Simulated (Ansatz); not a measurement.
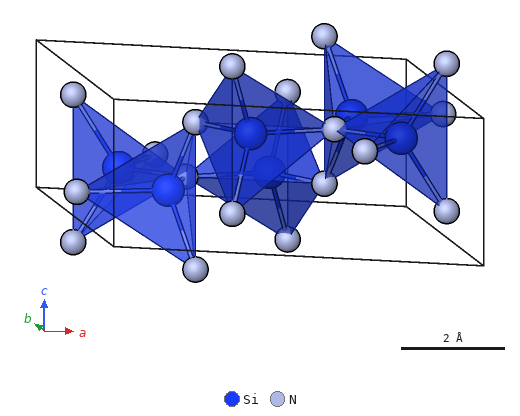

*The starting structure (polyhedral view of the cell of the calculation, seen slightly off an axis; polyhedra are completed across the faces of the cell).*

Geometry relaxation of Si3N4 (part 1 of 2)

- system: Si3N4 (P6₃/m, 14 atoms in the cell)
- method: DFT PBE+D3(BJ), scalar-relativistic, plane waves, PAW, no spin polarisation (Ansatz 0.2.0)

The structure derives from an entry of the Crystallography Open Database.

The program's output
```
Engine: ansatz 0.2.0, x86_64-unknown-linux-gnu
Pseudopotentials: kind: paw
Pseudopotential: Si, paw, valence charge 4, recommended cutoff 420 eV (normal), Si.paw.azcp
Pseudopotential: N, paw, valence charge 5, recommended cutoff 420 eV (normal), N.paw.azcp
Functional definition: PBE
  parameter kappa = 0.804
  parameter beta = 0.06672455060314922
  exchange = pbe_x(kappa = kappa, mu = beta*pi^2/3)
  correlation = pbe_c(beta = beta)
Crystal: 14 atoms, lattice volume = 145.814 Å³
Basis set: ecut = 420 eV, 2859 PW (Γ), exchange–correlation on 108×108×40 points (8 copies of the dense FFT grid, shifted against one another)
Bands: 46, of which v1, the nominal top of the filled ones, is band 32 counted from 1 (31 counted from 0)
Symmetry: 12 space group operations
Space group: P63/m (ITA 176), of the structure as read, at distance tolerance 5.3e-5 Å
k-points: 15 of 72
Non-local potential: Si, projectors of the file, l = 0: 2, l = 1: 2, l = 2: 2
Non-local potential: N, projectors of the file, l = 0: 2, l = 1: 2, l = 2: 1
PAW form: soft (Blöchl's): semilocal exchange-correlation on the pseudo side does not see the compensation charge
PAW one-centre angular grid: Si, 110 points (default); XC on 64 Gauss nodes
PAW one-centre angular grid: N, 110 points (default); XC on 64 Gauss nodes
Initial density: superposition of atomic densities (neutral atoms: chi_scale 0, normalization atom), corrected by the library's trained network
Initial wavefunctions: pseudopotential atomic-orbital guess
Functional: x = pbe(κ = 0.804, μ = 0.2195149727645171), c = pbe(β = 0.06672455060314922)
SCF iter   1: F=—  HF=-6904.988799 eV  |F-HF|=—  |Δ(HF+E_count)|=         —  Δρ=1.80e-3  dr2=3.83e-3  ethr=1.77e-3  ⟨swp⟩=8.3  Hψ=3713  notcnv=0
preconditioner: auto → Resta (q_TF=auto, 2.378 Å⁻¹)  ε∞=3.9  [insulator: Δε(μ)=4.345 eV  Ē_g=14.337 eV  σ=0.100 eV  W_gap=1.00  n_scr=32 (ndim 8)  ℏωp=24.6 eV  f_vac=0.032  D(μ)=0.00/eV (n_scr^D=0)  ε∞_Penn≈3.9]
SCF iter   2: F=—  HF=-6904.990599 eV  |F-HF|=—  |Δ(HF+E_count)|=   1.80e-3  Δρ=1.00e-3  dr2=9.88e-4  ethr=5.99e-6  ⟨swp⟩=2.0  Hψ=1240  notcnv=0
SCF iter   3: F=—  HF=-6904.991230 eV  |F-HF|=—  |Δ(HF+E_count)|=   6.31e-4  Δρ=3.29e-4  dr2=2.04e-4  ethr=1.54e-6  ⟨swp⟩=2.5  Hψ=1001  notcnv=0
SCF iter   4: F=—  HF=-6904.991267 eV  |F-HF|=—  |Δ(HF+E_count)|=   3.70e-5  Δρ=8.54e-5  dr2=1.16e-5  ethr=3.19e-7  ⟨swp⟩=2.1  Hψ=901  notcnv=0
SCF iter   5: F=—  HF=-6904.991222 eV  |F-HF|=—  |Δ(HF+E_count)|=   4.52e-5  Δρ=3.21e-5  dr2=2.39e-6  ethr=1.82e-8  ⟨swp⟩=2.5  Hψ=986  notcnv=0
SCF iter   6: F=—  HF=-6904.991224 eV  |F-HF|=—  |Δ(HF+E_count)|=   2.59e-6  Δρ=1.08e-5  dr2=2.35e-7  ethr=3.74e-9  ⟨swp⟩=2.1  Hψ=950  notcnv=0
SCF iter   7: F=-6904.991224 eV  HF=-6904.991224 eV  |F-HF|=3.21e-8  |Δ(HF+E_count)|=   2.27e-7  Δρ=5.28e-6  dr2=3.85e-8  ethr=1.56e-10  ⟨swp⟩=13.1  Hψ=3579  notcnv=0
SCF 1 converged in 7 iterations: F = -6904.991224 eV  dr2 = 3.85e-8
  greatest PAW one-centre occupation: 0.791 electrons in one spin orbital (limit 2), on the N atom at site 7 (counted from 0), in its partial waves of l = 0
relax step   1: F+E_penalty+E_count = -6904.99122442 eV  Δ(F+E_penalty+E_count) = +0.000e0 eV  max|allowed force component| = 1.722e0 eV/Å  Δτ_max = 0.0000 Å  P = +2.361 GPa  Ω = 145.814 Å³  (7 SCF iters, dr2 threshold 1.00e-7 eV, accepted)
Crystal: 14 atoms, lattice volume = 145.838 Å³
Initial density: handed on by an earlier stage of this run
Initial wavefunctions: those handed on with the density
iter 1 solved again at ethr=1.68e-4 eV; its pass at ethr=3.10e-3 eV (dr2=1.07e-1 eV) is discarded
SCF iter   1: F=—  HF=-6905.249347 eV  |F-HF|=—  |Δ(HF+E_count)|=         —  Δρ=8.72e-3  dr2=1.09e-1  ethr=1.68e-4  ⟨swp⟩=1.3  Hψ=3435  notcnv=0
preconditioner: auto → Resta (q_TF=auto, 2.378 Å⁻¹)  ε∞=3.9  [insulator: Δε(μ)=4.286 eV  Ē_g=14.326 eV  σ=0.100 eV  W_gap=1.00  n_scr=32 (ndim 8)  ℏωp=24.6 eV  f_vac=0.037  D(μ)=0.00/eV (n_scr^D=0)  ε∞_Penn≈3.9]
SCF iter   2: F=—  HF=-6905.219472 eV  |F-HF|=—  |Δ(HF+E_count)|=   2.99e-2  Δρ=4.48e-3  dr2=2.66e-2  ethr=1.68e-4  ⟨swp⟩=2.0  Hψ=1047  notcnv=0
SCF iter   3: F=—  HF=-6905.211079 eV  |F-HF|=—  |Δ(HF+E_count)|=   8.39e-3  Δρ=5.19e-4  dr2=1.97e-4  ethr=4.15e-5  ⟨swp⟩=2.0  Hψ=1036  notcnv=0
SCF iter   4: F=—  HF=-6905.211179 eV  |F-HF|=—  |Δ(HF+E_count)|=   1.01e-4  Δρ=1.72e-4  dr2=4.13e-5  ethr=3.09e-7  ⟨swp⟩=2.0  Hψ=1156  notcnv=0
SCF iter   5: F=—  HF=-6905.211170 eV  |F-HF|=—  |Δ(HF+E_count)|=   8.85e-6  Δρ=4.18e-5  dr2=1.52e-6  ethr=6.46e-8  ⟨swp⟩=2.3  Hψ=1079  notcnv=0
SCF iter   6: F=-6905.211172 eV  HF=-6905.211172 eV  |F-HF|=6.61e-8  |Δ(HF+E_count)|=   1.05e-6  Δρ=6.99e-6  dr2=8.19e-8  ethr=2.19e-9  ⟨swp⟩=9.3  Hψ=3162  notcnv=0
SCF 2 converged in 6 iterations: F = -6905.211172 eV  dr2 = 8.19e-8
relax step   2: F+E_penalty+E_count = -6905.21117158 eV  Δ(F+E_penalty+E_count) = -2.199e-1 eV  max|allowed force component| = 1.148e0 eV/Å  Δτ_max = 0.0507 Å  P = +1.200 GPa  Ω = 145.838 Å³  energy of the carried Pulay correction = -6.887e-5 eV  (6 SCF iters, dr2 threshold 1.40e-6 eV, accepted)
Crystal: 14 atoms, lattice volume = 146.195 Å³
iter 1 solved again at ethr=1.11e-4 eV; its pass at ethr=3.10e-3 eV (dr2=7.10e-2 eV) is discarded
SCF iter   1: F=—  HF=-6905.380339 eV  |F-HF|=—  |Δ(HF+E_count)|=         —  Δρ=7.19e-3  dr2=7.53e-2  ethr=1.11e-4  ⟨swp⟩=1.2  Hψ=3098  notcnv=0
preconditioner: auto → Resta (q_TF=auto, 2.377 Å⁻¹)  ε∞=4.0  [insulator: Δε(μ)=4.288 eV  Ē_g=14.296 eV  σ=0.100 eV  W_gap=1.00  n_scr=32 (ndim 8)  ℏωp=24.6 eV  f_vac=0.037  D(μ)=0.00/eV (n_scr^D=0)  ε∞_Penn≈4.0]
SCF iter   2: F=—  HF=-6905.355688 eV  |F-HF|=—  |Δ(HF+E_count)|=   2.47e-2  Δρ=3.53e-3  dr2=1.84e-2  ethr=1.11e-4  ⟨swp⟩=2.0  Hψ=1072  notcnv=0
SCF iter   3: F=—  HF=-6905.348416 eV  |F-HF|=—  |Δ(HF+E_count)|=   7.27e-3  Δρ=5.55e-4  dr2=3.10e-4  ethr=2.87e-5  ⟨swp⟩=2.0  Hψ=1053  notcnv=0
SCF iter   4: F=—  HF=-6905.348451 eV  |F-HF|=—  |Δ(HF+E_count)|=   3.51e-5  Δρ=2.05e-4  dr2=4.61e-5  ethr=4.84e-7  ⟨swp⟩=2.0  Hψ=1145  notcnv=0
SCF iter   5: F=—  HF=-6905.348447 eV  |F-HF|=—  |Δ(HF+E_count)|=   3.63e-6  Δρ=5.36e-5  dr2=3.62e-6  ethr=7.20e-8  ⟨swp⟩=2.2  Hψ=1036  notcnv=0
SCF iter   6: F=-6905.348448 eV  HF=-6905.348448 eV  |F-HF|=3.67e-8  |Δ(HF+E_count)|=   4.53e-7  Δρ=1.73e-5  dr2=4.97e-7  ethr=2.19e-9  ⟨swp⟩=9.5  Hψ=3255  notcnv=0
SCF 3 converged in 6 iterations: F = -6905.348448 eV  dr2 = 4.97e-7
relax step   3: F+E_penalty+E_count = -6905.34844792 eV  Δ(F+E_penalty+E_count) = -1.373e-1 eV  max|allowed force component| = 2.297e-1 eV/Å  Δτ_max = 0.0358 Å  P = -0.069 GPa  Ω = 146.195 Å³  energy of the carried Pulay correction = -1.108e-3 eV  (6 SCF iters, dr2 threshold 1.40e-6 eV, accepted)
Crystal: 14 atoms, lattice volume = 146.563 Å³
iter 1 solved again at ethr=1.99e-5 eV; its pass at ethr=3.10e-3 eV (dr2=1.27e-2 eV) is discarded
SCF iter   1: F=—  HF=-6905.352801 eV  |F-HF|=—  |Δ(HF+E_count)|=         —  Δρ=3.94e-3  dr2=1.27e-2  ethr=1.99e-5  ⟨swp⟩=1.8  Hψ=3395  notcnv=0
preconditioner: auto → Resta (q_TF=auto, 2.376 Å⁻¹)  ε∞=3.9  [insulator: Δε(μ)=4.402 eV  Ē_g=14.302 eV  σ=0.100 eV  W_gap=1.00  n_scr=32 (ndim 8)  ℏωp=24.5 eV  f_vac=0.037  D(μ)=0.00/eV (n_scr^D=0)  ε∞_Penn≈3.9]
SCF iter   2: F=—  HF=-6905.352005 eV  |F-HF|=—  |Δ(HF+E_count)|=   7.96e-4  Δρ=2.21e-3  dr2=4.02e-3  ethr=1.99e-5  ⟨swp⟩=1.0  Hψ=690  notcnv=0
SCF iter   3: F=—  HF=-6905.352045 eV  |F-HF|=—  |Δ(HF+E_count)|=   4.00e-5  Δρ=3.74e-4  dr2=1.75e-4  ethr=6.28e-6  ⟨swp⟩=2.8  Hψ=1188  notcnv=0
SCF iter   4: F=—  HF=-6905.351992 eV  |F-HF|=—  |Δ(HF+E_count)|=   5.33e-5  Δρ=9.94e-5  dr2=1.45e-5  ethr=2.74e-7  ⟨swp⟩=2.2  Hψ=1031  notcnv=0
SCF iter   5: F=-6905.351999 eV  HF=-6905.351998 eV  |F-HF|=5.13e-7  |Δ(HF+E_count)|=   6.68e-6  Δρ=2.62e-5  dr2=1.24e-6  ethr=2.19e-9  ⟨swp⟩=7.6  Hψ=3625  notcnv=0
SCF 4 converged in 5 iterations: F = -6905.351999 eV  dr2 = 1.24e-6
  greatest PAW one-centre occupation: 0.792 electrons in one spin orbital (limit 2), on the N atom at site 7 (counted from 0), in its partial waves of l = 0
relax step   4: F+E_penalty+E_count = -6905.35199881 eV  Δ(F+E_penalty+E_count) = -3.551e-3 eV  max|allowed force component| = 1.730e-1 eV/Å  Δτ_max = 0.0309 Å  P = -0.207 GPa  Ω = 146.563 Å³  energy of the carried Pulay correction = -2.175e-3 eV  (5 SCF iters, dr2 threshold 1.40e-6 eV, accepted)
Crystal: 14 atoms, lattice volume = 146.362 Å³
iter 1 solved again at ethr=3.27e-6 eV; its pass at ethr=3.10e-3 eV (dr2=2.09e-3 eV) is discarded
SCF iter   1: F=—  HF=-6905.358483 eV  |F-HF|=—  |Δ(HF+E_count)|=         —  Δρ=1.41e-3  dr2=2.17e-3  ethr=3.27e-6  ⟨swp⟩=3.0  Hψ=3315  notcnv=0
preconditioner: auto → Resta (q_TF=auto, 2.377 Å⁻¹)  ε∞=3.9  [insulator: Δε(μ)=4.335 eV  Ē_g=14.309 eV  σ=0.100 eV  W_gap=1.00  n_scr=32 (ndim 8)  ℏωp=24.6 eV  f_vac=0.036  D(μ)=0.00/eV (n_scr^D=0)  ε∞_Penn≈3.9]
SCF iter   2: F=—  HF=-6905.358132 eV  |F-HF|=—  |Δ(HF+E_count)|=   3.51e-4  Δρ=7.32e-4  dr2=5.93e-4  ethr=3.27e-6  ⟨swp⟩=2.0  Hψ=1023  notcnv=0
SCF iter   3: F=—  HF=-6905.358028 eV  |F-HF|=—  |Δ(HF+E_count)|=   1.03e-4  Δρ=2.39e-4  dr2=6.78e-5  ethr=9.26e-7  ⟨swp⟩=2.3  Hψ=1153  notcnv=0
SCF iter   4: F=—  HF=-6905.358021 eV  |F-HF|=—  |Δ(HF+E_count)|=   7.93e-6  Δρ=4.55e-5  dr2=5.06e-6  ethr=1.06e-7  ⟨swp⟩=2.1  Hψ=1015  notcnv=0
SCF iter   5: F=-6905.358022 eV  HF=-6905.358022 eV  |F-HF|=6.55e-8  |Δ(HF+E_count)|=   1.23e-6  Δρ=1.92e-5  dr2=5.80e-7  ethr=2.19e-9  ⟨swp⟩=9.5  Hψ=3233  notcnv=0
SCF 5 converged in 5 iterations: F = -6905.358022 eV  dr2 = 5.80e-7
relax step   5: F+E_penalty+E_count = -6905.35802182 eV  Δ(F+E_penalty+E_count) = -6.023e-3 eV  max|allowed force component| = 1.047e-2 eV/Å  Δτ_max = 0.0089 Å  P = -0.007 GPa  Ω = 146.362 Å³  energy of the carried Pulay correction = -1.592e-3 eV  (5 SCF iters, dr2 threshold 1.40e-6 eV, accepted)
Initial wavefunctions: pseudopotential atomic-orbital guess (no wavefunctions were taken with the density)
iter 1 solved again at ethr=1.14e-7 eV; its pass at ethr=3.10e-3 eV (dr2=7.27e-5 eV) is discarded
SCF iter   1: F=—  HF=-6905.360072 eV  |F-HF|=—  |Δ(HF+E_count)|=         —  Δρ=3.07e-5  dr2=5.67e-7  ethr=1.14e-7  ⟨swp⟩=3.9  Hψ=5583  notcnv=0
preconditioner: auto → Resta (q_TF=auto, 2.377 Å⁻¹)  ε∞=3.9  [insulator: Δε(μ)=4.328 eV  Ē_g=14.306 eV  σ=0.100 eV  W_gap=1.00  n_scr=32 (ndim 8)  ℏωp=24.6 eV  f_vac=0.037  D(μ)=0.00/eV (n_scr^D=0)  ε∞_Penn≈3.9]
SCF iter   2: F=—  HF=-6905.360038 eV  |F-HF|=—  |Δ(HF+E_count)|=   3.39e-5  Δρ=1.61e-5  dr2=2.07e-7  ethr=8.85e-10  ⟨swp⟩=2.0  Hψ=1170  notcnv=0
SCF iter   3: F=—  HF=-6905.360038 eV  |F-HF|=—  |Δ(HF+E_count)|=   7.09e-7  Δρ=5.57e-6  dr2=5.54e-8  ethr=3.24e-10  ⟨swp⟩=2.6  Hψ=1103  notcnv=0
SCF iter   4: F=-6905.360038 eV  HF=-6905.360038 eV  |F-HF|=1.27e-8  |Δ(HF+E_count)|=   2.85e-8  Δρ=2.04e-6  dr2=5.03e-9  ethr=2.19e-11  ⟨swp⟩=7.3  Hψ=3288  notcnv=0
SCF 6 converged in 4 iterations: F = -6905.360038 eV  dr2 = 5.03e-9
relax step   6: F+E_penalty+E_count = -6905.36003843 eV  Δ(F+E_penalty+E_count) = -2.017e-3 eV  max|allowed force component| = 1.063e-2 eV/Å  Δτ_max = 0.0000 Å  P = +0.015 GPa  Ω = 146.362 Å³  stress off target by 1.63e-2 GPa  SCF on the basis re-selected at this cell (its energy is not comparable with the rows above)  (4 SCF iters)
```

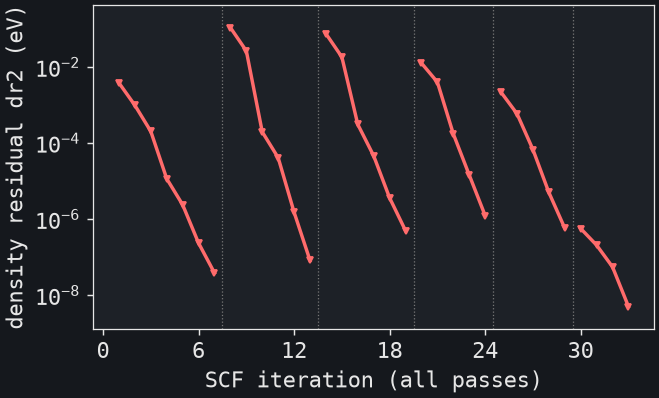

*Convergence of the self-consistent field: density residual dr2 against the SCF iteration. The dotted lines part the SCF passes of the relaxation: geometry steps, rejected trials and re-solves on a re-selected basis.*

The 6 passes take 4 to 7 iterations each, 33 in all.

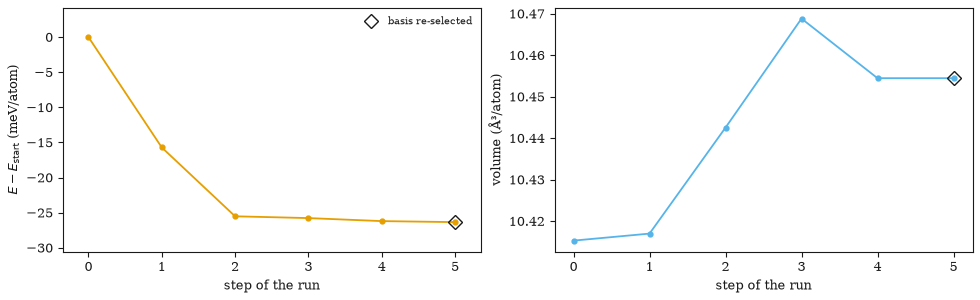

*Progress of the relaxation, step by step (the first geometry is step 0 here and step 1 in the log).*

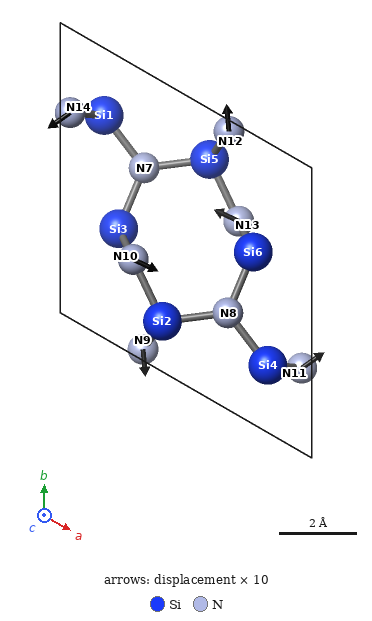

*The starting structure with the displacements as black arrows, magnified 10 times (ball-and-stick view of the cell of the calculation, along the c axis).*

After 4 geometry steps the energy has fallen by 26.2 meV per atom. Largest force component: 1.7 eV/Å at the start, 0.011 eV/Å at the end. The pressure goes from 2.36 to 0.01 GPa. The largest moves relative to the cell, 0.073 Å, are those of N9, N10, N11, N12, N13 and N14. Largest moves by element: N 0.073 Å, Si 0.001 Å. Cell: a = b 7.609 → 7.619 Å (+0.1 %), c 2.908 → 2.911 Å (+0.1 %). Volume +0.4 %. Distances before and after: Si1–N9 1.793 → 1.739 Å, Si1–N14 1.707 → 1.739 Å. Among the angles that change: N12–Si5–N12 116.8° → 113.6°, Si5–N12–Si5 116.8° → 113.6°, N12–Si5–N13 105.1° → 108.0°. The space group stays P6_3/m (No. 176). A last SCF at the same geometry on a re-selected plane-wave basis shifts the energy by −0.1 meV per atom. (Atoms are counted from 1 in the order of the input.)

```
basis re-selected at this cell: Δ(F+E_penalty+E_count) = -2.017e-3 eV, ΔP = +0.021 GPa vs the last step (what re-selecting the basis moved, of the pressure what is left beyond the Pulay correction that the steps carried, after the strain that the cell walked since its last selection, with what the two solves' SCF thresholds leave and, on support functions, any second-order correction that the steps lacked; it is no measure of the basis error at this ecutwfc). This SCF's stress stands 1.63e-2 GPa from its target on what of the cell is left free (relax.cell.stress_tol is 5.00e-1 GPa) and its largest allowed force component is 1.06e-2 eV/Å (relax.f_tol is 5.00e-2 eV/Å): within both
SCF converged after 4 iterations
Free energy (F): -6905.360038 eV
Harris-Foulkes:  -6905.360038 eV  (|F-HF|=1.27e-8)
Internal energy: -6905.360038 eV  (E = F + TS)
E sigma→0 (E₀):  -6905.360038 eV
Fermi energy:    10.377588 eV
--- Per-component energies (eV) ---
  E_band       = 60.669360
  E_kinetic    = 1352.655963
  E_local      = -2156.388214  (includes V_loc(G=0)·N_el)
  E_nonlocal   = 509.768968
  E_hartree    = 720.667509
  E_xc         = -827.282343
  E_vxc        = -912.476785  (∫ρ·V_xc dr)
  E_paw        = -4100.595839  (= ΣΔE_a)
  E_vpaw       = -174.225222  (= ΣTr[D̂ρ^β])
  E_aug_tail   = 0.000834  (compensation charges beyond the density's cutoff)
  E_ewald      = -2400.605554
  E_disp       = -3.581362  (pairwise vdW)
  E_smearing   = -0.000000  (= −TS)
  E_closure    = -0.000000  (closes the sum)
  Σ components = -6905.360038   (vs F -6905.360038, Δ=0.00e0)
```
